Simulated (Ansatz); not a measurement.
## Cu15O8 (charge −1): geometry relaxation (part 2 of 4)

The same run, continued: Cu15O8 (defect cell, 23 atoms in the cell, total charge −1); DFT PBE, scalar-relativistic, plane waves, PAW, spin-polarised (Ansatz 0.2.0); cutoff 420 eV, 3×3×3 k-mesh, Gaussian smearing of 0.02 eV, collinear spins. The structure derives from a Materials Project entry. It belongs to a series of runs on one base structure; here: Cu vacancy (site c), charge -1, atoms relaxed at the host's cell.

Geometry of the input (Å; fractional positions):
```
-4.2982  4.2982  4.2982
4.2982  -4.2982  4.2982
4.2982  4.2982  -4.2982
Cu -0.0004  -0.0006  0.2495
Cu -0.0003  0.4995  0.7497
Cu 0.4997  -0.0005  0.7497
Cu 0.2568  0.4996  0.4983
Cu 0.7552  0.0107  0.5052
Cu 0.7424  0.4994  0.0010
Cu 0.2442  -0.0117  -0.0059
Cu 0.4996  0.2568  0.4982
Cu 0.0108  0.7551  0.5052
Cu -0.0114  0.2439  -0.0059
Cu 0.4997  0.7421  0.0011
Cu 0.7424  0.7423  0.7410
Cu 0.2569  0.2566  0.7582
Cu 0.2442  0.7551  0.2497
Cu 0.7552  0.2439  0.2497
O  0.4980  0.5022  0.4920
O  0.0042  0.0041  0.5053
O  -0.0049  0.4996  0.0008
O  0.4997  -0.0053  0.0008
O  -0.0049  -0.0051  -0.0062
O  0.4990  0.4931  0.0047
O  0.4997  0.0043  0.4986
O  0.0042  0.4995  0.4986
```

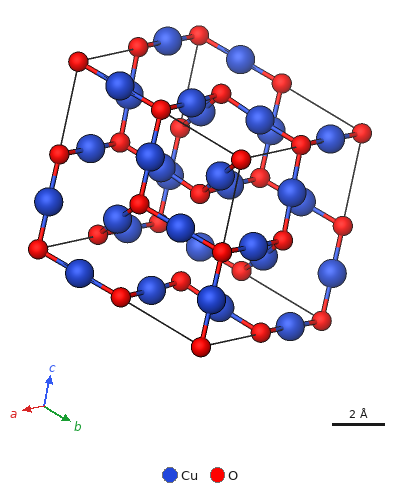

The geometry at step 4 of the log (ball-and-stick view of the cell of the calculation, seen at an oblique angle).

What the program printed, continued:
```
SCF iter   1: F=—  HF=-103896.849651 eV  |F-HF|=—  |Δ(HF+E_count)|=         —  Δρ=3.81e-3 (↑3.81e-3 ↓2.53e-3)  dr2=3.37e-2  dr2_m=1.48e-2  M=0.000 μB ∫|m|=0.029 μB  β_m=0.30  ethr=1.04e-4  ⟨swp⟩=3.9  Hψ=11240  notcnv=0  defer=768
preconditioner: auto → Resta (q_TF=auto, 2.751 Å⁻¹)  ε∞=10.6  [insulator: Δε(μ)=0.522 eV  Ē_g=9.859 eV  σ=0.020 eV  W_gap=1.00  n_scr=134 (ndim 8)  ℏωp=30.5 eV  f_vac=0.065  D(μ)=0.00/eV (n_scr^D=0)  ε∞_Penn≈10.6]
spin=Collinear: Resta preconditioning applied to the charge; magnetization (m = ρ↑ − ρ↓) channel mixes plain (no charge-response kernel on spin).
SCF iter   2: F=—  HF=-103896.850357 eV  |F-HF|=—  |Δ(HF+E_count)|=   7.06e-4  Δρ=2.55e-3 (↑2.55e-3 ↓1.60e-3)  dr2=7.97e-3  dr2_m=8.11e-3  M=0.000 μB ∫|m|=0.022 μB  β_m=0.44  ethr=1.01e-5  ⟨swp⟩=2.0  Hψ=9564  notcnv=0  defer=768
SCF iter   3: F=—  HF=-103896.854454 eV  |F-HF|=—  |Δ(HF+E_count)|=   4.10e-3  Δρ=1.50e-3 (↑1.50e-3 ↓1.20e-3)  dr2=8.63e-3  dr2_m=2.13e-3  M=0.000 μB ∫|m|=0.012 μB  β_m=0.44  ethr=2.39e-6  ⟨swp⟩=2.0  Hψ=9324  notcnv=0  defer=768
SCF iter   4: F=—  HF=-103896.854697 eV  |F-HF|=—  |Δ(HF+E_count)|=   2.43e-4  Δρ=4.45e-4 (↑4.45e-4 ↓4.13e-4)  dr2=8.68e-4  dr2_m=2.31e-4  M=0.000 μB ∫|m|=0.004 μB  β_m=0.44  ethr=2.39e-6  ⟨swp⟩=2.0  Hψ=9104  notcnv=0  defer=768
SCF iter   5: F=—  HF=-103896.854768 eV  |F-HF|=—  |Δ(HF+E_count)|=   7.10e-5  Δρ=1.54e-4 (↑1.31e-4 ↓1.54e-4)  dr2=1.71e-4  dr2_m=9.18e-6  M=0.000 μB ∫|m|=0.001 μB  β_m=0.47  ethr=2.60e-7  ⟨swp⟩=2.0  Hψ=7716  notcnv=0  defer=768
SCF iter   6: F=—  HF=-103896.854763 eV  |F-HF|=—  |Δ(HF+E_count)|=   5.01e-6  Δρ=9.55e-5 (↑8.05e-5 ↓9.55e-5)  dr2=9.10e-5  dr2_m=1.56e-6  M=0.000 μB ∫|m|=0.001 μB  β_m=0.54  ethr=5.12e-8  ⟨swp⟩=2.0  Hψ=9564  notcnv=0  defer=768
SCF iter   7: F=—  HF=-103896.854756 eV  |F-HF|=—  |Δ(HF+E_count)|=   7.02e-6  Δρ=4.01e-5 (↑4.01e-5 ↓3.94e-5)  dr2=2.25e-5  dr2_m=1.04e-7  M=0.000 μB ∫|m|=0.000 μB  β_m=0.52  ethr=2.72e-8  ⟨swp⟩=2.0  Hψ=7478  notcnv=0  defer=768
iter 8 did not close the SCF: its close was put off for a magnetic moment that had not settled (scf_convergence_deferred on its scf_iter line)
SCF iter   8: F=-103896.854748 eV  HF=-103896.854754 eV  |F-HF|=5.39e-6  |Δ(HF+E_count)|=   1.75e-6  Δρ=2.92e-5 (↑2.71e-5 ↓2.92e-5)  dr2=9.81e-6  dr2_m=1.49e-7  M=0.000 μB ∫|m|=0.000 μB  β_m=0.51  ethr=5.04e-9  ⟨swp⟩=14.1  Hψ=50307  notcnv=0
iter 9 did not close the SCF: its close was put off for a magnetic moment that had not settled (scf_convergence_deferred on its scf_iter line)
SCF iter   9: F=-103896.854753 eV  HF=-103896.854754 eV  |F-HF|=9.46e-7  |Δ(HF+E_count)|=   4.22e-8  Δρ=1.70e-5 (↑1.60e-5 ↓1.70e-5)  dr2=4.12e-6  dr2_m=6.85e-8  M=0.000 μB ∫|m|=0.000 μB  β_m=0.70  ethr=2.94e-9  ⟨swp⟩=6.8  Hψ=34980  notcnv=0
SCF iter  10: F=-103896.854752 eV  HF=-103896.854755 eV  |F-HF|=2.50e-6  |Δ(HF+E_count)|=   9.08e-7  Δρ=1.58e-5 (↑1.58e-5 ↓1.57e-5)  dr2=2.47e-6  dr2_m=2.15e-9  M=0.000 μB ∫|m|=0.000 μB  ethr=1.23e-9  ⟨swp⟩=6.6  Hψ=34987  notcnv=0
the starting moments were not kept: the SCF closed with an absolute magnetisation of 2.3e-5 μB, where they sum to 2 μB in size (2 sites). That is at most 0.1 of that sum. Measured as dr2_m measures the in/out step, that magnetisation stands 1.0e-10 eV from none, at or under the dr2_threshold of 1.7e-5 eV: it is no larger than a step whose dr2_m would equal this threshold.
SCF 3 converged in 10 iterations: F = -103896.854752 eV  dr2 = 2.47e-6
relax step   3: F+E_penalty+E_count = -103896.85475220 eV  Δ(F+E_penalty+E_count) = -1.729e-2 eV  max|allowed force component| = 1.855e-2 eV/Å  Δτ_max = 0.0543 Å  (10 SCF iters, dr2 threshold 1.68e-5 eV, accepted)
iter 1 solved again at ethr=7.39e-10 eV; its pass at ethr=3.10e-3 eV (dr2=2.47e-6 eV) is discarded
SCF iter   1: F=—  HF=-103896.854755 eV  |F-HF|=—  |Δ(HF+E_count)|=         —  Δρ=1.58e-5 (↑1.58e-5 ↓1.57e-5)  dr2=2.47e-6  dr2_m=2.15e-9  M=0.000 μB ∫|m|=0.000 μB  β_m=0.30  ethr=7.39e-10  ⟨swp⟩=1.0  Hψ=13272  notcnv=0
preconditioner: auto → Resta (q_TF=auto, 2.751 Å⁻¹)  ε∞=10.6  [insulator: Δε(μ)=0.530 eV  Ē_g=9.853 eV  σ=0.020 eV  W_gap=1.00  n_scr=134 (ndim 8)  ℏωp=30.5 eV  f_vac=0.066  D(μ)=0.00/eV (n_scr^D=0)  ε∞_Penn≈10.6]
spin=Collinear: Resta preconditioning applied to the charge; magnetization (m = ρ↑ − ρ↓) channel mixes plain (no charge-response kernel on spin).
SCF iter   2: F=—  HF=-103896.854754 eV  |F-HF|=—  |Δ(HF+E_count)|=   2.66e-7  Δρ=7.26e-6 (↑7.26e-6 ↓7.24e-6)  dr2=6.75e-7  dr2_m=1.22e-9  M=0.000 μB ∫|m|=0.000 μB  β_m=0.26  ethr=7.39e-10  ⟨swp⟩=2.1  Hψ=7378  notcnv=0
SCF iter   3: F=—  HF=-103896.854754 eV  |F-HF|=—  |Δ(HF+E_count)|=   3.56e-8  Δρ=2.74e-6 (↑2.74e-6 ↓2.61e-6)  dr2=2.97e-7  dr2_m=8.84e-10  M=0.000 μB ∫|m|=0.000 μB  β_m=0.63  ethr=2.02e-10  ⟨swp⟩=2.0  Hψ=6776  notcnv=0
SCF iter   4: F=—  HF=-103896.854755 eV  |F-HF|=—  |Δ(HF+E_count)|=   1.64e-7  Δρ=5.29e-6 (↑5.29e-6 ↓5.27e-6)  dr2=2.95e-7  dr2_m=5.96e-12  M=0.000 μB ∫|m|=0.000 μB  β_m=0.50  ethr=8.88e-11  ⟨swp⟩=2.0  Hψ=7716  notcnv=0
SCF iter   5: F=-103896.854754 eV  HF=-103896.854755 eV  |F-HF|=4.12e-8  |Δ(HF+E_count)|=   2.36e-8  Δρ=2.07e-6 (↑2.07e-6 ↓2.01e-6)  dr2=4.16e-8  dr2_m=2.08e-10  M=0.000 μB ∫|m|=0.000 μB  ethr=2.99e-11  ⟨swp⟩=6.0  Hψ=33614  notcnv=0
the starting moments were not kept: the SCF closed with an absolute magnetisation of 6.3e-6 μB, where they sum to 2 μB in size (2 sites). That is at most 0.1 of that sum. Measured as dr2_m measures the in/out step, that magnetisation stands 9.1e-12 eV from none, at or under the dr2_threshold of 1.0e-7 eV: it is no larger than a step whose dr2_m would equal this threshold.
SCF 4 converged in 5 iterations: F = -103896.854754 eV  dr2 = 4.16e-8
relax step   4: F+E_penalty+E_count = -103896.85475449 eV  Δ(F+E_penalty+E_count) = -2.298e-6 eV  max|allowed force component| = 1.848e-2 eV/Å  Δτ_max = 0.0000 Å  (5 SCF iters, accepted)
```

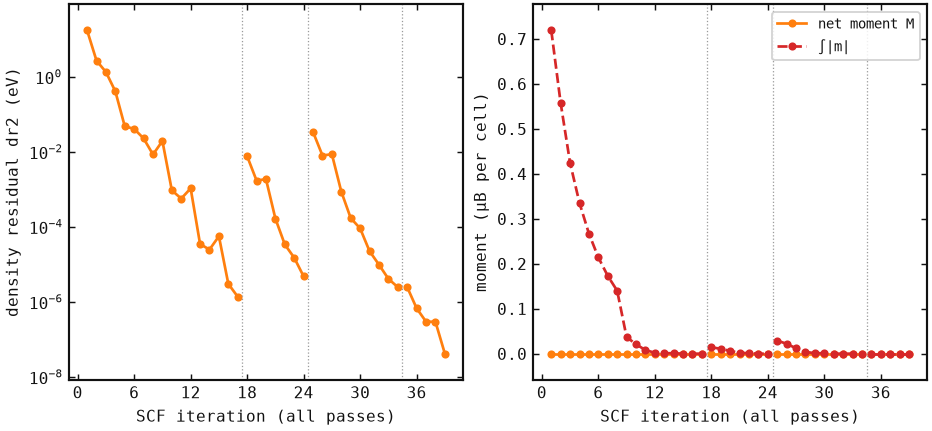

Convergence of the self-consistent field: density residual dr2 and magnetic moment against the SCF iteration. The dotted lines part the SCF passes of the relaxation: geometry steps, rejected trials and re-solves on a re-selected basis. The passes take 17, 7, 10 and 5 iterations. The net moment stays at 0.0 μB per cell, and ∫|m| falls to zero.

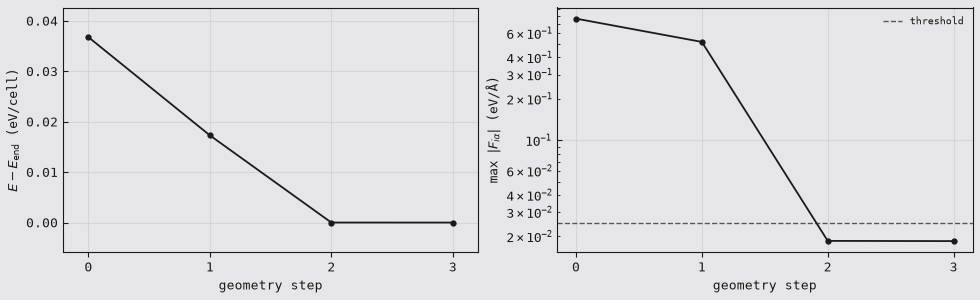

Progress of the relaxation, step by step (the first geometry is step 0 here and step 1 in the log).

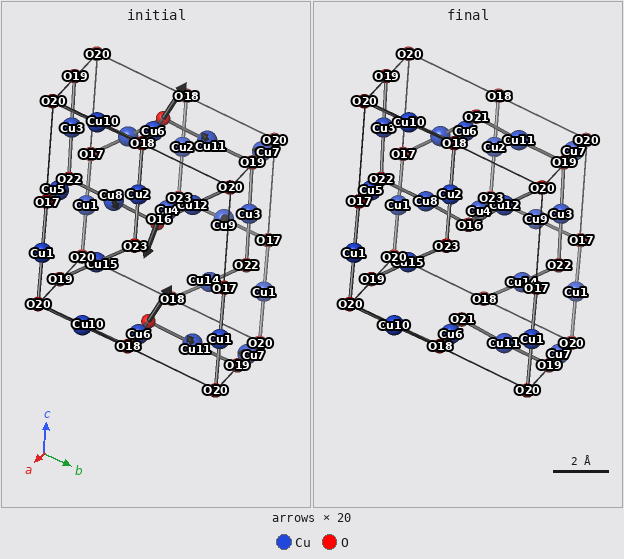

Before (left) and after (right) the relaxation, at one scale (ball-and-stick view of the cell of the calculation, seen slightly off an axis). The black arrows give the displacements, magnified 20 times. After 3 geometry steps the energy has fallen by 36.8 meV per cell of the calculation. Largest force component: 0.77 eV/Å at the start, 0.018 eV/Å at the end. The atom that moves furthest is O21 (0.080 Å). Largest moves by element: O 0.080 Å, Cu 0.019 Å. The cell doesn't change. Distances before and after: Cu13–O21 1.800 → 1.835 Å, Cu6–O21 1.807 → 1.836 Å, Cu11–O21 1.861 → 1.834 Å, Cu12–O16 1.821 → 1.837 Å. Among the angles that change: Cu6–O21–Cu13 109.8° → 106.4°, Cu4–O16–Cu12 109.0° → 106.3°. (Atoms are counted from 1 in the order of the input.)

```
SCF converged after 5 iterations
Magnetization: 0.0000 μB (167.0000 up, 167.0000 down)
Absolute magnetization: 0.0000 μB (∫|ρ↑−ρ↓|, with the PAW one-centre terms)
Spin contamination: 0.0000 ħ² per cell (⟨S²⟩ above its minimum at these occupations)
Per-site moments (μB) at R_I (Å): [(3.0147143788099786e-9, 0.7769770599570046), (-6.129170862203391e-9, 0.7769905237282045), (1.2436489789513567e-7, 0.7769495220075003), (1.0111512880669886e-7, 0.7572083918416042), (-5.727039854938037e-8, 0.773288260298272), (9.078403970363316e-8, 0.7574041294390645), (-2.5890169845394286e-8, 0.7733395993774423), (1.061526037479779e-7, 0.7571424024098238), (-3.745782578832769e-8, 0.773229328060542), (-2.1262090177309742e-8, 0.7732726432217153), (8.351975100273224e-8, 0.7567302816049729), (8.245221645748529e-8, 0.7575982710578625), (1.0043325067211967e-7, 0.7570947690600343), (-4.1138986293027194e-8, 0.7733047933192476), (-3.18737046108876e-8, 0.7733037424135392), (-2.0641842380788553e-7, 0.7571424024098238), (3.395496227039926e-8, 0.7732408030944499), (3.4426132690063206e-8, 0.7732857028967438), (4.897487707543313e-9, 0.7733037424135392), (3.003039279537773e-8, 0.7732726432217153), (-1.5911124419815927e-7, 0.7567302816049729), (4.698824194276377e-9, 0.773288260298272), (2.5295297147668003e-8, 0.773229328060542)]
Free energy (F): -103896.854754 eV
Harris-Foulkes:  -103896.854755 eV  (|F-HF|=4.12e-8)
Internal energy: -103896.854754 eV  (E = F + TS)
E sigma→0 (E₀):  -103896.854754 eV
Fermi energy:    9.923566 eV
--- Per-component energies (eV) ---
  E_band       = -7235.742314
  E_kinetic    = 5879.832527
  E_local      = -77994.188894  (includes V_loc(G=0)·N_el)
  E_nonlocal   = 6324.878690
  E_hartree    = 34093.098991
  E_xc         = -1909.668143
  E_vxc        = -2454.078168  (∫ρ·V_xc dr)
  E_paw        = -26272.332781  (= ΣΔE_a)
  E_vpaw       = -7178.418838  (= ΣTr[D̂ρ^β])
  E_aug_tail   = 0.022359  (compensation charges beyond the density's cutoff)
  E_ewald      = -44018.497503
  E_smearing   = -0.000000  (= −TS)
  E_closure    = 0.000000  (closes the sum)
  E_deformation_potential = -15.147331  (in the stress; not in F)
  Σ components = -103896.854754   (vs F -103896.854754, Δ=0.00e0)
--- Forces (eV/Å), atoms counted from 1 ---
  atom   1  Cu     0.00099191     0.00180205     0.00216770
  atom   2  Cu    -0.00084043     0.00024767    -0.00055365
  atom   3  Cu     0.00196584    -0.00162730     0.00087091
  atom   4  Cu     0.00443223     0.00069733    -0.00324973
  atom   5  Cu     0.01015710     0.00310000     0.00738038
  atom   6  Cu    -0.00534876    -0.00211946    -0.00156223
  atom   7  Cu    -0.00833425    -0.00297674    -0.00561094
  atom   8  Cu     0.00115752     0.00777339    -0.01046122
  atom   9  Cu    -0.00062106     0.00555302     0.00629359
  atom  10  Cu    -0.00004592    -0.00496690    -0.00475008
  atom  11  Cu     0.01022184    -0.01848425     0.01689014
  atom  12  Cu     0.00055109    -0.00352533    -0.00350530
  atom  13  Cu    -0.00927149    -0.00423998     0.00046123
  atom  14  Cu     0.00987777    -0.00615763    -0.00384318
  atom  15  Cu    -0.00843690     0.00613567     0.00280633
  atom  16  O      0.00052672     0.00302085     0.01055850
  atom  17  O      0.00010419    -0.00052775    -0.01284539
  atom  18  O      0.00052661     0.00892924     0.00003011
  atom  19  O      0.01279276     0.00224715    -0.00222187
  atom  20  O     -0.00081842    -0.00023955     0.00807520
  atom  21  O     -0.00177235     0.01765925    -0.00769352
  atom  22  O     -0.01801155    -0.00134205     0.00148572
  atom  23  O      0.00019804    -0.01095902    -0.00072224
  max |Σ_I F_I| component: 2.46e-6 eV/Å
--- Charged-cell corrections in eV (Makov–Payne, q = -1.000 e, ε = 9.752) ---
  F (periodic)     = -103896.854754  (uncorrected; the corrections below are reported, never added to it)
  E_corr1          = +0.312566  (monopole, q²α_M/2εL)
  F Makov-Payne    = -103896.542189  (F + E_corr1; no measured alignment; for a localised charge, not one spread in a band: unchecked)
  no potential alignment in this run, which stands beside a crystal: run the host's input off ansatz write-host-input, and read the two finished runs by ansatz place-levels (neither reads a slab, a wire or a sheet, whose cell leaves a vacuum)
--- Band table (eV; the first three rows and the last of 28) ---
  k-point 0 ↑: bands = ["-102.3182", "-102.3180", "-102.3173", "-102.3065", "-102.3061", "-102.3061", "-102.3058", "-102.3052", "-102.3046", "-102.2387", "-102.2373", "-102.2371", "-102.2369", "-102.2368", "-102.2368", "-59.8470", "-59.8449", "-59.8442", "-59.8430", "-59.8424", "-59.8407", "-59.8329", "-59.8325", "-59.8317", "-59.7838", "-59.7829", "-59.7768", "-59.7759", "-59.7758", "-59.7754", "-59.6772", "-59.6770", "-59.6764", "-59.6519", "-59.6514", "-59.6510", "-59.6506", "-59.6462", "-59.6455", "-59.6313",
      "-59.6311", "-59.6301", "-59.6149", "-59.6136", "-59.6133", "-59.6127", "-59.6124", "-59.6119", "-59.5756", "-59.5747", "-59.5741", "-59.5739", "-59.5727", "-59.5716", "-59.5340", "-59.5319", "-59.5313", "-59.5300", "-59.5295", "-59.5293", "-10.1571", "-9.8649", "-9.8645", "-9.8603", "-9.8599", "-9.6541", "-8.7679", "-8.7123", "2.4227", "2.5464", "2.5508", "2.7132", "2.8324", "2.8325", "2.8641", "2.8644", "3.3606", "3.8356", "3.8387", "3.8544",
      "3.8556", "3.8574", "4.3270", "4.4166", "4.4177", "4.7201", "4.8804", "4.8813", "5.0519", "5.1408", "5.3237", "5.3239", "5.9312", "6.6899", "6.7555", "6.7555", "6.7829", "6.7837", "6.8564", "6.9180", "6.9185", "6.9522", "6.9530", "6.9560", "7.0021", "7.1053", "7.1054", "7.2421", "7.2433", "7.4064", "7.4628", "7.4652", "7.4751", "7.4764", "7.4790", "7.4796", "7.5293", "7.5294", "7.5507", "7.5682",
      "7.6013", "7.6504", "7.6505", "7.6649", "7.6669", "7.7209", "7.7216", "7.7667", "7.7669", "7.7714", "7.8333", "7.8375", "7.8440", "7.8454", "7.8465", "7.8467", "7.8581", "7.9066", "7.9075", "7.9273", "7.9839", "7.9840", "8.0083", "8.0979", "8.0985", "8.1644", "8.1645", "8.1973", "8.2608", "8.2622", "8.3041", "8.3382", "8.4068", "8.5193", "8.5198", "8.5846", "8.5857", "8.5872", "8.7812", "9.0523",
      "9.0561", "9.0938", "9.0985", "9.3098", "9.5258", "9.6580", "9.6582", "10.1885", "10.9846", "10.9875", "11.4764", "11.4794", "11.8700", "11.8735", "11.9013", "12.1670", "13.3628", "13.4427", "13.4436", "13.5759", "13.8985", "13.9029", "16.3465", "16.3884", "16.3910", "16.6085", "16.6100", "16.6720", "17.4794", "17.4827", "17.9874", "18.0450", "18.0489", "18.0529", "18.1225", "18.1286", "18.6531", "19.0154", "19.5489", "19.5506",
      "20.1821", "20.3459"]
```
